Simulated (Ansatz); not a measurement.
**ZnSe (F-43m): relaxation of cell and ions, by script**

What cell does ZnSe (F-43m) relax to? The task is a relaxation of cell and ions, for ZnSe (F-43m).

All numbers are computed with the Python package of Ansatz 0.2.0. Level of theory: DFT PBE, plane waves, PAW.

## (1) The system

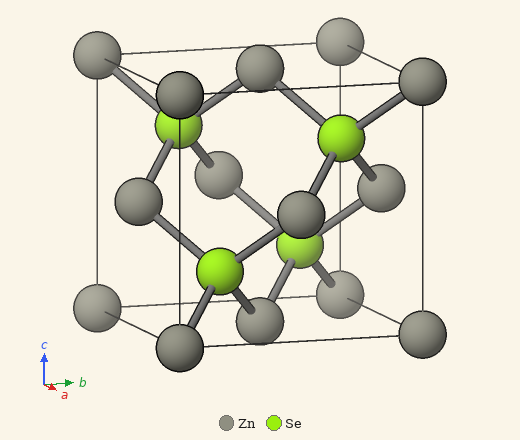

The starting structure, viewed slightly off an axis; zinc grey, selenium green. The cell is the conventional one. Atoms on cell faces are repeated.

No structure file is read: the coordinates are typed or built in the script.

## (2) The script

The input, znse_vcrelax.py:

```python
from pathlib import Path

import ansatz as az
import numpy as np

def edges_and_angles(cell):
    cell = np.asarray(cell)
    a, b, c = np.linalg.norm(cell, axis=1)
    cosines = cell[1] @ cell[2] / (b * c), cell[0] @ cell[2] / (a * c), cell[0] @ cell[1] / (a * b)
    return (a, b, c, *np.degrees(np.arccos(cosines)))


def main() -> None:
    lattice = az.Lattice.of(
        [0.0, 2.8338, 2.8338],
        [2.8338, 0.0, 2.8338],
        [2.8338, 2.8338, 0.0],
    )
    sites = [
        ("Zn", [0.0, 0.0, 0.0]),
        ("Se", [0.25, 0.25, 0.25]),
    ]
    crystal = az.Crystal(lattice=lattice)
    for symbol, position in sites:
        crystal = crystal.atom(symbol, position)

    calculation = crystal.calculation()
    calculation = calculation.kpoints(7).occupations("fixed")
    calculation = calculation.relax(pressure=200 * az.kbar)
    calculation = calculation.density()
    calculation = calculation.potential().electron_localization_function()
    calculation = calculation.output_files(volumetric_format="npy")
    steps = []


    def follow(event):
        if event["event"] != "relax_step":
            return
        row = event["data"]
        steps.append(row)
        print(f"step {row['step']:3d}  E = {row['lagrangian_ev']:.5f} eV  largest force component = {row['allowed_force_max_ev_ang']:.4f} eV/A  P = {row['pressure_gpa']:.3f} GPa")


    outcome = calculation.session().plan(threads=1).execute(on_event=follow)
    report = outcome.report

    first, last = steps[0], steps[-1]
    symbols = [site.symbol for site in outcome.lattice.sites]
    print(f"energy gained {first['lagrangian_ev'] - last['lagrangian_ev']:.4f} eV in {len(steps) - 1} steps")
    for label, vectors in (("before", first["cell_ang"]), ("after", outcome.lattice.cell_ang)):
        print(label, "a b c (A) {:.4f} {:.4f} {:.4f}  angles {:.2f} {:.2f} {:.2f}".format(*edges_and_angles(vectors)), f" V = {abs(np.linalg.det(vectors)):.3f} A^3")
    print("final stress xx yy zz (GPa, compression positive):", np.round(np.diag(report["stress_gpa"]), 3) + 0.0)

    print("atom   start x y z (A)              end x y z (A)")
    for symbol, a, b in zip(symbols, first["positions_ang"], last["positions_ang"]):
        print(f"{symbol:3s}", " ".join(f"{v:8.4f}" for v in a), "  ", " ".join(f"{v:8.4f}" for v in b))

    print("relaxed fractional positions")
    for site in outcome.lattice.sites:
        print(f"  {site.symbol:2s}", " ".join(f"{v % 1:8.5f}" for v in np.round(site.position_frac, 5)))

    change = np.array(last["positions_ang"]) @ np.linalg.inv(last["cell_ang"]) - np.array(first["positions_ang"]) @ np.linalg.inv(first["cell_ang"])
    moved = np.linalg.norm(change @ np.array(last["cell_ang"]), axis=1)
    print("displacement within the cell, strain taken out (A):", " ".join(f"{s}:{d:.3f}" for s, d in zip(symbols, moved)))

    n_atoms = len(report["lattice"]["sites"])
    print("F =", round(report["free_energy_ev"], 4), "eV for", n_atoms, "atoms")
    print("E(sigma -> 0) =", round(report["energy_sigma0_ev"], 4), "eV, TS =", round(report["entropy_ts_ev"], 5), "eV")
    print("closed by", report["closed_by"], "after", report["n_iterations"], "iterations")

    folder = Path(outcome.write_results("fields"))
    print("densities in e/A^3, potentials in eV, ELF without unit")
    for name in sorted(p.name for p in folder.glob("*.npy")):
        field = np.load(folder / name)
        print(f"{name:16s} {str(field.shape):16s} min {field.min():10.4f}  mean {field.mean():10.4f}  max {field.max():10.4f}")


if __name__ == "__main__":
    main()
```

## (3) The run

Command:

```
$ python znse_vcrelax.py
```

Log:

```text
DeckWarning: basis.ecutwfc = 420 eV, auto-derived from the records' recommended cutoffs: set by Zn (normal level)
step   1  E = -8789.52497 eV  largest force component = 0.0000 eV/A  P = 2.109 GPa
step   2  E = -8789.20575 eV  largest force component = 0.0000 eV/A  P = 15.889 GPa
step   3  E = -8789.02635 eV  largest force component = 0.0000 eV/A  P = 21.261 GPa
step   4  E = -8789.07073 eV  largest force component = 0.0000 eV/A  P = 19.976 GPa
step   5  E = -8789.06822 eV  largest force component = 0.0000 eV/A  P = 19.959 GPa
energy gained -0.4568 eV in 4 steps
before a b c (A) 4.0076 4.0076 4.0076  angles 60.00 60.00 60.00  V = 45.513 A^3
after a b c (A) 3.7724 3.7724 3.7724  angles 60.00 60.00 60.00  V = 37.962 A^3
final stress xx yy zz (GPa, compression positive): [19.959 19.959 19.959]
atom   start x y z (A)              end x y z (A)
Zn    0.0000   0.0000   0.0000      0.0000   0.0000  -0.0000
Se    1.4169   1.4169   1.4169      1.3338   1.3338   1.3338
relaxed fractional positions
  Zn  0.00000  0.00000  0.00000
  Se  0.25000  0.25000  0.25000
displacement within the cell, strain taken out (A): Zn:0.000 Se:0.000
F = -8789.0682 eV for 2 atoms
E(sigma -> 0) = -8789.0682 eV, TS = 0.0 eV
closed by deck_thresholds after 7 iterations
densities in e/A^3, potentials in eV, ELF without unit
elf.npy          (27, 27, 27)     min     0.0000  mean     0.3117  max     0.8263
rho.npy          (27, 27, 27)     min     0.0185  mean     0.7376  max    45.9807
v_es.npy         (27, 27, 27)     min   -40.4201  mean     6.1381  max    13.6275
v_tot.npy        (27, 27, 27)     min   -71.5223  mean    -4.0034  max     9.2947
```

(Warnings from the package without file and line.)

It took 12 s on 1 thread of Intel Xeon Platinum 8375C at 2.90GHz (Ice Lake), shared host; peak memory 0.42 GiB.

Lines on the test bed's own set-up are left out of the output.

## (4) What the engine kept of the run

From the engine's report, whether the script printed it or not:

```
                                                                  item        value
                                                     SCF cycles in all           28
                                                       k-points solved           20
                                                           plane waves          725
                                                                 bands           18
                                                     valence electrons           28
                                                      free energy (eV)  -8789.06822
                                                      Fermi level (eV)        9.543
lowest empty less highest filled level on the mesh, by band count (eV)        2.061
                              pressure (GPa; positive when compressed)        19.96
```

## (5) Path of the relaxation

Relaxation path:

```csv
step,energy from step 1 (eV/cell),largest force component (eV/Å),pressure (GPa),volume (Å³)
1,0.0000,0.0000,2.11,45.51
2,0.3192,0.0000,15.89,39.18
3,0.4986,0.0000,21.26,37.62
4,0.4542,0.0000,19.98,37.96
5,0.4568,0.0000,19.96,37.96
```

Step 1 is the start. Step 5 repeats the geometry before it on a plane-wave basis chosen anew for that cell, so its energy need not be comparable with the rows above.

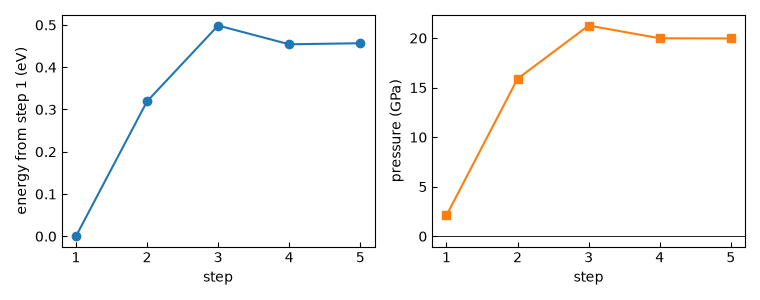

Energy and pressure along the relaxation.

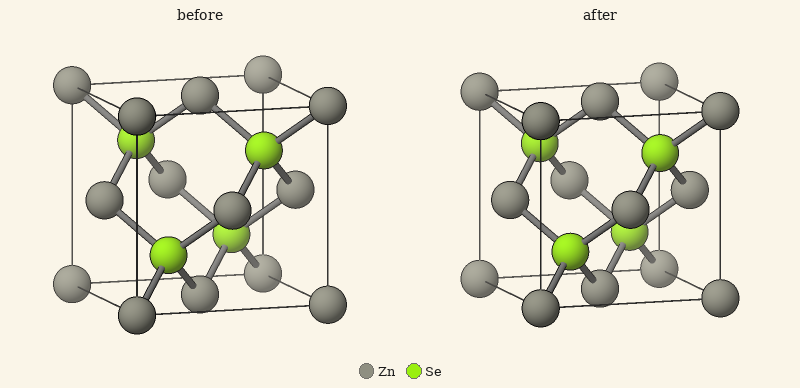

The structure before (left) and after (right) the relaxation, drawn at the same scale.

Lengths and angles in the start's conventional setting:

«Before» is this run's own start.

|  | before | after | change |
| --- | --- | --- | --- |
| a (Å) | 5.668 | 5.335 | -5.9 % |
| b (Å) | 5.668 | 5.335 | -5.9 % |
| c (Å) | 5.668 | 5.335 | -5.9 % |
| volume (Å³/atom) | 22.76 | 18.98 | -16.6 % |
| shortest distance (Å) | 2.454 | 2.310 | -5.9 % |
| space group (0.01 Å) | F-43m | F-43m | same |

The run keeps the 24 symmetry operations of the start, so it could not have lowered the symmetry.

Under a set pressure the enthalpy E + pV is minimised, so E itself may rise.

## (6) Fields in real space

The maps below are laid out on this run's own conventional cell (a, b, c = 5.335, 5.335, 5.335 Å).

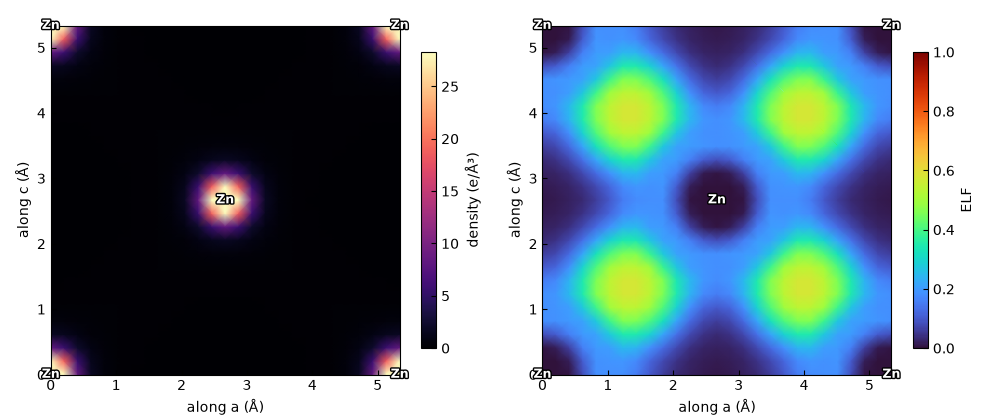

Density (left) and ELF (right) in a lattice plane of the grid's cell (edges 5.34 and 5.34 Å, at 0.000 of the third edge), which holds Zn. Only atoms in the plane are labelled; the density scale stops at 28.29 e/Å³. Both are smooth fields of the valence electrons: close to the nuclei they are not physical.

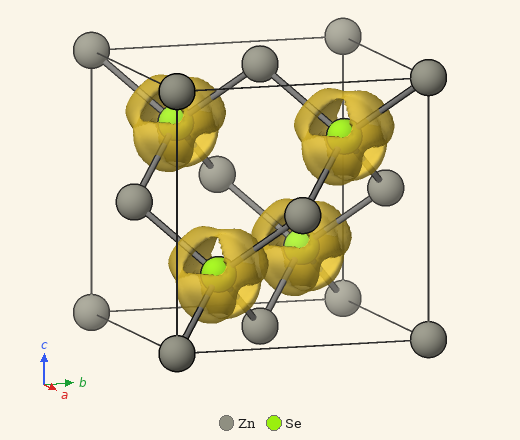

Surface of ELF = 0.77, drawn in one cell.

The highest ELF values outside the cores: 0.83 on the Se–Zn line, 0.9 Å from Se.

## (7) The command-line twin

The engine's input of that run, saved to a file, gives the whole log.

The input, input.yaml:

```yaml
crystal:
  lattice:
    - [0.0, 2.8338, 2.8338]
    - [2.8338, 0.0, 2.8338]
    - [2.8338, 2.8338, 0.0]
  atoms:
    - { symbol: Zn, position: [0.0, 0.0, 0.0] }
    - { symbol: Se, position: [0.25, 0.25, 0.25] }
kpoints:
  mp_grid: { grid: [7, 7, 7] }
scf:
  occupations: { method: fixed }
relax:
  cell: { p_target: 20.0 }
output:
  write_density: true
  write_potential: true
  volumetric_format: npy
  elf: true
```

Command:

```
$ ansatz run input.yaml --threads 1 --pin off --max-ram 3072MiB --backend cpu --events-out ev --progress --plain --runs-dir out
```

Log, shortened:

```text
Warning: RAYON_NUM_THREADS=1 ignored (pool sized by the plan → 1); use --threads N
[...]
Pseudopotentials: kind: paw
Pseudopotential: Zn, paw, valence charge 12, recommended cutoff 420 eV (normal), Zn.paw.azcp
Pseudopotential: Se, paw, valence charge 16, recommended cutoff 420 eV (normal), Se.paw.azcp
Functional definition: PBE
[...]
Crystal: 2 atoms, lattice volume = 45.513 Å³
Basis set: ecut = 420 eV, 893 PW (Γ), exchange–correlation on 54×54×54 points (8 copies of the dense FFT grid, shifted against one another)
Bands: 18, of which v1, the nominal top of the filled ones, is band 14 counted from 1 (13 counted from 0)
Symmetry: 24 space group operations
Space group: F-43m (ITA 216), of the structure as read, at distance tolerance 3.6e-5 Å
k-points: 20 of 343 (time reversal used)
[...]
       19.959067       0.000000      -0.000000
        0.000000      19.959067       0.000000
        0.000000       0.000000      19.959067
  P = ⅓ Tr σ = 19.9591 GPa (199.591 kbar)
--- Band table (eV; the first three rows and the last of 20) ---
  k-point 0: bands = ["-37.7688", "-37.7688", "-37.7688", "-37.7602", "-37.7602", "-5.0729", "2.1688", "2.1688", "2.1688", "2.7288", "2.7288", "9.5429", "9.5429", "9.5429", "11.6039", "15.2341", "15.2341", "15.2341"]
[...]
--- Relaxed structure (4 steps of the walk, 4 accepted, 1 SCFs on fresh bases) ---
  F+E_penalty+E_count = -8789.06821550 eV   max|allowed force component| = 2.544e-17 eV/Å   (the final SCF, on the basis selected at the relaxed cell)
  cell:  # Å, volume = 37.9621 Å³
    - [8.280208681267842e-34, 2.667513314522641, 2.667513314522641]
    - [2.667513314522641, 4.560369610583946e-33, 2.667513314522641]
    - [2.667513314522641, 2.667513314522641, 4.025355560189533e-33]
  atoms:
    - { symbol: Zn, position: [-5.408706498017416e-34, 3.341504538042173e-34, 7.532544128128966e-34] }
    - { symbol: Se, position: [0.25, 0.25, 0.25] }
```

Wall time 13 s (1 thread of Intel Xeon Platinum 8375C at 2.90GHz (Ice Lake), shared host); peak memory 0.37 GiB.

Script and command line differ by 0.000 meV in the energy.

## (8) Summary of results

| quantity | value |
| --- | --- |
| free energy | -8789.0682 eV (-4394.5341 eV/atom) |
| moves of the relaxation | 3 |
| last largest force component | 0.0000 eV/Å |
| relaxed conventional cell | a = 5.335 Å, b = 5.335 Å, c = 5.335 Å, α = 90.00°, β = 90.00°, γ = 90.00° |
| space group at the end | F-43m |
| highest ELF outside the cores | 0.83, on the Se–Zn line |

What this shows: Over 3 moves the cell shrank by 16.6 % in volume under the 20 GPa asked, and the space group stayed F-43m. Forces vanish by symmetry, so the ions can't move, and the end may be a saddle. Part of the cell is held or a pressure is applied, so the end point needn't be the zero-pressure lattice. At a fixed pressure a relaxation lowers the enthalpy F + PV, while F alone can rise. With fixed filling the reported Fermi level is the top filled level among the k-points of the SCF. Energies along a relaxation are free energies. Rows at an unchanged volume are solved on a plane-wave basis chosen afresh for that cell, so the energy jumps there and such rows are no steps of the walk. Edges and angles that the script prints are those of the cell as typed, here a primitive one. Symmetry holds the cell in this phase, whether or not it is the stable one at this pressure. No functional is typed, so the default, PBE, holds. The fields are valence quantities on the plane-wave grid; their values near the nuclei depend on the potentials.
